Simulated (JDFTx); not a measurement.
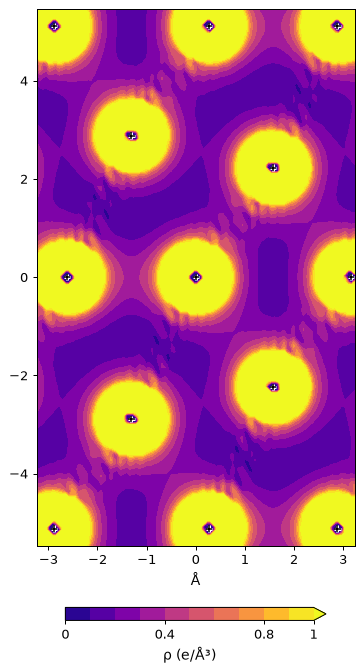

The valence electron density on a plane through atoms (crosses mark nuclei in the plane).

Level of theory: Kohn-Sham DFT of a periodic cell, PBEsol, PseudoDojo-SR-PBEsol-0.4.1-standard (JDFTx 1.7.0 (patched build)).

Candidates:
A. GaN, a = 4.45 Å, b = 4.45 Å, c = 4.45 Å, α = 90.00°, β = 90.00°, γ = 90.00°. Space group F-43m; a structure from a database of computed crystals, not necessarily the ambient phase; computed pressure about 7 GPa in this cell.
B. Pd, a = 3.84 Å, b = 3.84 Å, c = 3.84 Å, α = 90.00°, β = 90.00°, γ = 90.00°. Space group Fm-3m; computed pressure about 6 GPa in this cell.
C. Ge, a = 5.26 Å, b = 5.77 Å, c = 10.23 Å, α = 90.00°, β = 90.00°, γ = 90.00°. Space group Fmmm; a structure from a database of computed crystals, not necessarily the ambient phase; computed pressure about −3 GPa in this cell.

**Which candidate gave the map?**

Candidate C: Ge on the (100) plane of the conventional cell, which holds Ge. Ge–Ge (2.61 Å): ρ at the midpoint is about 0.37 e/Å³. Ge–Ge (2.73 Å): the density is about 0.31 e/Å³ at the midpoint.
